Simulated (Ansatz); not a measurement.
# Run report: Al4As5, geometry relaxation (part 1 of 2)

- system: Al4As5 (slab, 9 atoms in the cell)
- method: DFT PBEsol, scalar-relativistic, plane waves, PAW, no spin polarisation (Ansatz 0.2.0)

The structure derives from an entry of the Crystallography Open Database. It belongs to a series of runs on one base structure; here: (1 0 0) slab, atoms relaxed.

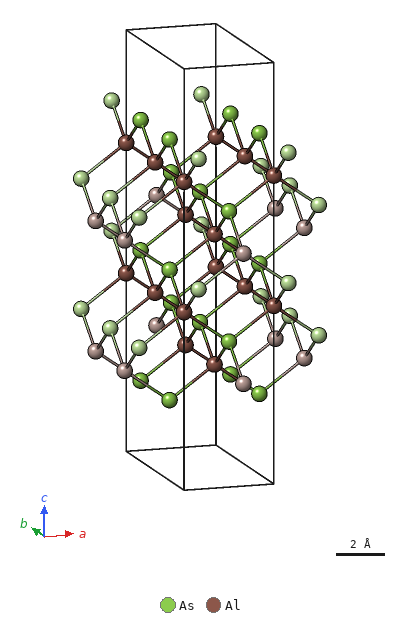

Figure 1. The input geometry (ball-and-stick view of the 1 × 2 repeat of the cell, with the vacuum cut short, seen slightly off an axis; neighbours outside the cell are drawn fainter). Near neighbours in the crystal (not all of them lie inside the picture): As has 2 Al at 2.46 Å; Al has 4 As at 2.46 Å; As has 4 Al at 2.46 Å.

### Input
```yaml
crystal:
  lattice:
    - [4.0125456552, 0.0, 0.0]
    - [0.0, 4.0125456552, 0.0]
    - [0.0, 0.0, 26.3491929703]
  atoms:
    - { symbol: As, position: [0.0, 0.5, 0.2846386987] }
    - { symbol: Al, position: [0.5, 0.5, 0.3384790241] }
    - { symbol: As, position: [0.5, 0.0, 0.3923193494] }
    - { symbol: Al, position: [0.0, 0.0, 0.4461596747] }
    - { symbol: As, position: [0.0, 0.5, 0.5] }
    - { symbol: Al, position: [0.5, 0.5, 0.5538403253] }
    - { symbol: As, position: [0.5, 0.0, 0.6076806506] }
    - { symbol: Al, position: [0.0, 0.0, 0.6615209759] }
    - { symbol: As, position: [0.0, 0.5, 0.7153613013] }
basis:
  ecutwfc: 420
kpoints:
  mp_grid: { grid: [7, 7, 1] }
hamiltonian:
  xc: pbesol
scf:
  occupations: { method: gaussian, width: 0.05 }
output:
  forces: true
  eigenvalues: true
  write_density: true
  write_potential: true
  elf: true
  volumetric_format: npy
relax:
  adjacent_minimum: "off"
  f_tol: 0.02
  max_steps: 60
efield:
  axis: 3
  dipole_correction: true
  ramp_width: 0.04
```

Launch command:
```bash
ansatz run input.yaml --threads 1 --pin off --max-ram 2560MiB --backend cpu --events-out ev --progress --plain --runs-dir out
```

### Log
```
Engine: ansatz 0.2.0, aarch64-unknown-linux-gnu
Pseudopotentials: kind: paw
Pseudopotential: As, paw, valence charge 15, recommended cutoff 420 eV (normal), As.paw.azcp
Pseudopotential: Al, paw, valence charge 3, recommended cutoff 420 eV (normal), Al.paw.azcp
Functional definition: PBEsol
  exchange = pbesol_x
  correlation = pbesol_c
Crystal: 9 atoms, lattice volume = 424.236 Å³
Basis set: ecut = 420 eV, 8289 PW (Γ), exchange–correlation on 54×54×360 points (8 copies of the dense FFT grid, shifted against one another)
Bands: 53, of which v1, the nominal top of the filled ones, is band 44 counted from 1 (43 counted from 0)
Symmetry: 4 space group operations
k-points: 16 of 49
Non-local potential: As, projectors of the file, l = 0: 2, l = 1: 2, l = 2: 3, l = 3: 1
Non-local potential: Al, projectors of the file, l = 0: 2, l = 1: 2, l = 2: 1
PAW form: soft (Blöchl's): semilocal exchange-correlation on the pseudo side does not see the compensation charge
PAW frozen core: As, regenerated for the run's functional, and the local potential with it (the file was generated under x = pbe(κ = 0.804, μ = 0.2195149727645171), c = pbe(β = 0.06672455060314922))
PAW frozen core: Al, regenerated for the run's functional, and the local potential with it (the file was generated under x = pbe(κ = 0.804, μ = 0.2195149727645171), c = pbe(β = 0.06672455060314922))
PAW one-centre angular grid: As, 590 points (default); XC on 64 Gauss nodes
PAW one-centre angular grid: Al, 110 points (default); XC on 64 Gauss nodes
Initial density: superposition of atomic densities (neutral atoms: chi_scale 0, normalization atom), corrected by the library's trained network
Initial wavefunctions: pseudopotential atomic-orbital guess
Functional: x = pbesol(κ = 0.804, μ = 0.12345679012345678), c = pbesol(β = 0.046)
SCF iter   1: F=—  HF=-26163.258276 eV  |F-HF|=—  |Δ(HF+E_count)|=         —  Δρ=2.71e-3  dr2=8.44e-2  ethr=1.77e-3  p=0.000 e·Å  D=1.55e-14 V/Å  ΔV_dip=-0.00 eV  dr2_dipole=9.30e-6  V_vac-E_F(+/−)=6.19/6.19 eV  ⟨swp⟩=7.6  Hψ=3519  notcnv=0  defer=10
efield: sawtooth ramp at fractional position 0.9800 (placed from the atoms, in the widest stretch of the axis that holds none; the zero of the levels goes with the place), width 0.0400; the density the first Hamiltonian is built on has a dipole p = 0.000 e·Å; the dipole correction subtracts the counter field D = 1.55e-14 V/Å, which shifts the + side's vacuum level by -0.00 eV against the − side's; the planar-averaged density in the ramp window peaks in size at 4.1e-6 e/Å³
preconditioner: auto → LDOS  [insulator: Δε(μ)=0.073 eV  Ē_g=7.830 eV  σ=0.050 eV  W_gap=0.58  n_scr=60 (ndim 8)  ℏωp=11.0 eV  f_vac=0.458  D(μ)=7.77/eV (n_scr^D=42)  ε∞_Penn≈3.0  β→1.0]
SCF iter   2: F=—  HF=-26163.236601 eV  |F-HF|=—  |Δ(HF+E_count)|=   2.17e-2  Δρ=1.11e-3  dr2=5.43e-3  ethr=9.70e-5  p=0.000 e·Å  D=2.40e-5 V/Å  ΔV_dip=-0.00 eV  dr2_dipole=2.75e-5  V_vac-E_F(+/−)=6.08/6.08 eV  ⟨swp⟩=2.8  Hψ=1393  notcnv=0  defer=58
SCF iter   3: F=—  HF=-26163.237068 eV  |F-HF|=—  |Δ(HF+E_count)|=   4.67e-4  Δρ=3.91e-4  dr2=1.88e-3  ethr=6.24e-6  p=0.000 e·Å  D=9.93e-7 V/Å  ΔV_dip=-0.00 eV  dr2_dipole=3.59e-10  V_vac-E_F(+/−)=6.09/6.09 eV  ⟨swp⟩=2.0  Hψ=1479  notcnv=0  defer=58
SCF iter   4: F=—  HF=-26163.236821 eV  |F-HF|=—  |Δ(HF+E_count)|=   2.47e-4  Δρ=2.18e-4  dr2=7.83e-4  ethr=2.16e-6  p=0.000 e·Å  D=3.22e-6 V/Å  ΔV_dip=-0.00 eV  dr2_dipole=3.07e-8  V_vac-E_F(+/−)=6.08/6.08 eV  ⟨swp⟩=2.0  Hψ=1487  notcnv=0  defer=58
SCF iter   5: F=—  HF=-26163.236718 eV  |F-HF|=—  |Δ(HF+E_count)|=   1.02e-4  Δρ=8.36e-5  dr2=1.78e-4  ethr=9.00e-7  p=0.000 e·Å  D=1.83e-6 V/Å  ΔV_dip=-0.00 eV  dr2_dipole=7.53e-8  V_vac-E_F(+/−)=6.07/6.07 eV  ⟨swp⟩=2.8  Hψ=1332  notcnv=0  defer=58
SCF iter   6: F=—  HF=-26163.236717 eV  |F-HF|=—  |Δ(HF+E_count)|=   1.69e-6  Δρ=4.33e-5  dr2=6.00e-5  ethr=2.04e-7  p=0.000 e·Å  D=2.75e-6 V/Å  ΔV_dip=-0.00 eV  dr2_dipole=9.78e-8  V_vac-E_F(+/−)=6.07/6.07 eV  ⟨swp⟩=1.9  Hψ=861  notcnv=0  defer=58
SCF iter   7: F=-26163.236706 eV  HF=-26163.236712 eV  |F-HF|=6.68e-6  |Δ(HF+E_count)|=   4.44e-6  Δρ=1.43e-5  dr2=7.57e-6  ethr=1.15e-8  p=-0.000 e·Å  D=-2.56e-7 V/Å  ΔV_dip=0.00 eV  dr2_dipole=3.34e-8  V_vac-E_F(+/−)=6.07/6.07 eV  ⟨swp⟩=18.8  Hψ=7359  notcnv=0
SCF 1 converged in 7 iterations: F = -26163.236706 eV  dr2 = 7.57e-6
  greatest PAW one-centre occupation: 0.999 electrons in one spin orbital (limit 2), on the As atom at site 8 (counted from 0), in its partial waves of l = 2
relax step   1: F+E_penalty+E_count = -26163.23670565 eV  Δ(F+E_penalty+E_count) = +0.000e0 eV  max|allowed force component| = 2.109e-1 eV/Å  Δτ_max = 0.0000 Å  (7 SCF iters, dr2 threshold 1.00e-5 eV, accepted)
Initial density: handed on by an earlier stage of this run
Initial wavefunctions: those handed on with the density
iter 1 solved again at ethr=1.87e-6 eV; its pass at ethr=3.10e-3 eV (dr2=1.63e-3 eV) is discarded
SCF iter   1: F=—  HF=-26163.243989 eV  |F-HF|=—  |Δ(HF+E_count)|=         —  Δρ=5.03e-4  dr2=1.72e-3  ethr=1.87e-6  p=-0.000 e·Å  D=-2.56e-7 V/Å  ΔV_dip=0.00 eV  dr2_dipole=3.44e-8  V_vac-E_F(+/−)=6.09/6.09 eV  ⟨swp⟩=2.0  Hψ=2367  notcnv=0  defer=58
efield: sawtooth ramp at fractional position 0.9800 (handed on by an earlier solve), width 0.0400; the density the first Hamiltonian is built on has a dipole p = -0.000 e·Å; the dipole correction subtracts the counter field D = -2.56e-7 V/Å, which shifts the + side's vacuum level by +0.00 eV against the − side's; the planar-averaged density in the ramp window peaks in size at 1.4e-7 e/Å³
preconditioner: auto → LDOS  [metal: Δε(μ)=0.046 eV  Ē_g=7.831 eV  σ=0.050 eV  W_gap=0.42  n_scr=60 (ndim 8)  ℏωp=11.0 eV  f_vac=0.457  D(μ)=8.81/eV (n_scr^D=52)  β→1.0]
SCF iter   2: F=—  HF=-26163.243694 eV  |F-HF|=—  |Δ(HF+E_count)|=   2.95e-4  Δρ=1.93e-4  dr2=2.04e-4  ethr=1.87e-6  p=0.000 e·Å  D=4.10e-6 V/Å  ΔV_dip=-0.00 eV  dr2_dipole=3.32e-8  V_vac-E_F(+/−)=6.07/6.07 eV  ⟨swp⟩=2.0  Hψ=1067  notcnv=0  defer=58
SCF iter   3: F=—  HF=-26163.243659 eV  |F-HF|=—  |Δ(HF+E_count)|=   3.48e-5  Δρ=6.04e-5  dr2=4.78e-5  ethr=2.35e-7  p=0.000 e·Å  D=3.22e-6 V/Å  ΔV_dip=-0.00 eV  dr2_dipole=1.51e-9  V_vac-E_F(+/−)=6.07/6.07 eV  ⟨swp⟩=3.0  Hψ=1507  notcnv=0  defer=58
SCF iter   4: F=—  HF=-26163.243653 eV  |F-HF|=—  |Δ(HF+E_count)|=   6.82e-6  Δρ=2.32e-5  dr2=6.38e-6  ethr=5.49e-8  p=0.000 e·Å  D=2.17e-6 V/Å  ΔV_dip=-0.00 eV  dr2_dipole=1.38e-9  V_vac-E_F(+/−)=6.07/6.07 eV  ⟨swp⟩=2.7  Hψ=1373  notcnv=0  defer=58
SCF iter   5: F=-26163.243652 eV  HF=-26163.243652 eV  |F-HF|=3.60e-7  |Δ(HF+E_count)|=   3.40e-7  Δρ=7.21e-6  dr2=5.01e-7  ethr=3.20e-9  p=0.000 e·Å  D=1.76e-6 V/Å  ΔV_dip=-0.00 eV  dr2_dipole=1.22e-9  V_vac-E_F(+/−)=6.07/6.07 eV  ⟨swp⟩=18.8  Hψ=8106  notcnv=0
SCF 2 converged in 5 iterations: F = -26163.243652 eV  dr2 = 5.01e-7
  greatest PAW one-centre occupation: 0.999 electrons in one spin orbital (limit 2), on the As atom at site 0 (counted from 0), in its partial waves of l = 2
relax step   2: F+E_penalty+E_count = -26163.24365183 eV  Δ(F+E_penalty+E_count) = -6.946e-3 eV  max|allowed force component| = 6.480e-2 eV/Å  Δτ_max = 0.0172 Å  (5 SCF iters, dr2 threshold 2.78e-6 eV, accepted)
SCF iter   1: F=—  HF=-26163.244423 eV  |F-HF|=—  |Δ(HF+E_count)|=         —  Δρ=3.87e-4  dr2=7.15e-4  ethr=1.22e-5  p=0.000 e·Å  D=1.76e-6 V/Å  ΔV_dip=-0.00 eV  dr2_dipole=1.33e-8  V_vac-E_F(+/−)=6.08/6.08 eV  ⟨swp⟩=2.3  Hψ=1452  notcnv=0  defer=58
efield: sawtooth ramp at fractional position 0.9800 (handed on by an earlier solve), width 0.0400; the density the first Hamiltonian is built on has a dipole p = 0.000 e·Å; the dipole correction subtracts the counter field D = 1.76e-6 V/Å, which shifts the + side's vacuum level by -0.00 eV against the − side's; the planar-averaged density in the ramp window peaks in size at 1.7e-7 e/Å³
preconditioner: auto → LDOS  [metal: Δε(μ)=0.056 eV  Ē_g=7.840 eV  σ=0.050 eV  W_gap=0.45  n_scr=60 (ndim 8)  ℏωp=11.0 eV  f_vac=0.458  D(μ)=8.46/eV (n_scr^D=50)  β→1.0]
SCF iter   2: F=—  HF=-26163.244297 eV  |F-HF|=—  |Δ(HF+E_count)|=   1.26e-4  Δρ=8.93e-5  dr2=7.19e-5  ethr=8.22e-7  p=0.000 e·Å  D=1.25e-6 V/Å  ΔV_dip=-0.00 eV  dr2_dipole=8.39e-9  V_vac-E_F(+/−)=6.07/6.07 eV  ⟨swp⟩=2.0  Hψ=1176  notcnv=0  defer=58
SCF iter   3: F=—  HF=-26163.244353 eV  |F-HF|=—  |Δ(HF+E_count)|=   5.59e-5  Δρ=3.78e-5  dr2=2.36e-5  ethr=8.26e-8  p=0.000 e·Å  D=6.39e-7 V/Å  ΔV_dip=-0.00 eV  dr2_dipole=1.85e-8  V_vac-E_F(+/−)=6.07/6.07 eV  ⟨swp⟩=2.0  Hψ=1311  notcnv=0  defer=58
SCF iter   4: F=—  HF=-26163.244351 eV  |F-HF|=—  |Δ(HF+E_count)|=   1.62e-6  Δρ=1.42e-5  dr2=5.01e-6  ethr=2.71e-8  p=0.000 e·Å  D=1.07e-6 V/Å  ΔV_dip=-0.00 eV  dr2_dipole=8.38e-10  V_vac-E_F(+/−)=6.07/6.07 eV  ⟨swp⟩=2.6  Hψ=1399  notcnv=0  defer=58
SCF iter   5: F=—  HF=-26163.244351 eV  |F-HF|=—  |Δ(HF+E_count)|=   7.60e-9  Δρ=5.16e-6  dr2=6.41e-7  ethr=5.76e-9  p=0.000 e·Å  D=1.72e-7 V/Å  ΔV_dip=-0.00 eV  dr2_dipole=4.87e-9  V_vac-E_F(+/−)=6.06/6.06 eV  ⟨swp⟩=3.0  Hψ=1504  notcnv=0  defer=58
SCF iter   6: F=-26163.244351 eV  HF=-26163.244351 eV  |F-HF|=2.07e-8  |Δ(HF+E_count)|=   2.27e-7  Δρ=1.70e-6  dr2=8.96e-8  ethr=1.15e-10  p=0.000 e·Å  D=3.14e-7 V/Å  ΔV_dip=-0.00 eV  dr2_dipole=7.20e-11  V_vac-E_F(+/−)=6.06/6.06 eV  ⟨swp⟩=15.2  Hψ=6459  notcnv=0
SCF 3 converged in 6 iterations: F = -26163.244351 eV  dr2 = 8.96e-8
relax step   3: F+E_penalty+E_count = -26163.24435095 eV  Δ(F+E_penalty+E_count) = -6.991e-4 eV  max|allowed force component| = 9.136e-3 eV/Å  Δτ_max = 0.0135 Å  (6 SCF iters, accepted)
```

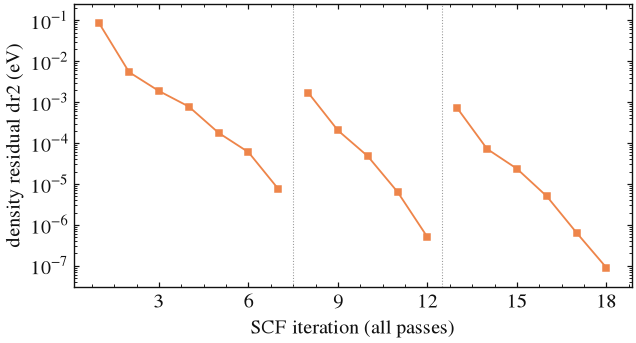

Figure 2. Convergence of the self-consistent field: density residual dr2 against the SCF iteration. The dotted lines part the SCF passes of the relaxation: geometry steps, rejected trials and re-solves on a re-selected basis. The passes take 7, 5 and 6 iterations.

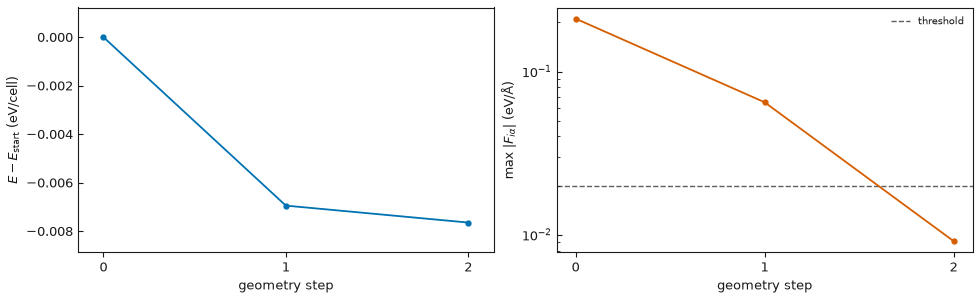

Figure 3. Progress of the relaxation, step by step (the first geometry is step 0 here and step 1 in the log).

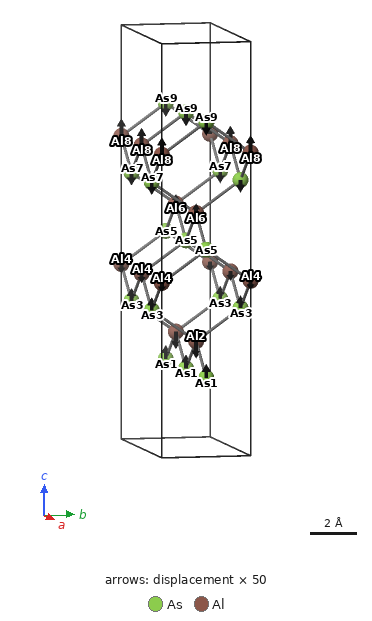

Figure 4. The starting structure with the displacements as black arrows, magnified 50 times (ball-and-stick view of the 2 × 1 repeat of the cell, with the vacuum cut short, seen slightly off an axis). After 2 geometry steps the energy has fallen by 7.6 meV per cell of the calculation. The largest force component goes from 0.21 to 0.0091 eV/Å. The largest moves, 0.016 Å, are those of Al2 and Al8. By element the largest moves are Al 0.016 Å, As 0.012 Å. The cell stays as it was. Among the contacts that change: Al8–As9 2.457 → 2.441 Å, Al2–As3 2.457 → 2.473 Å, Al6–As7 2.457 → 2.446 Å, Al4–As5 2.457 → 2.462 Å. (Atoms are counted from 1 in the order of the input.)
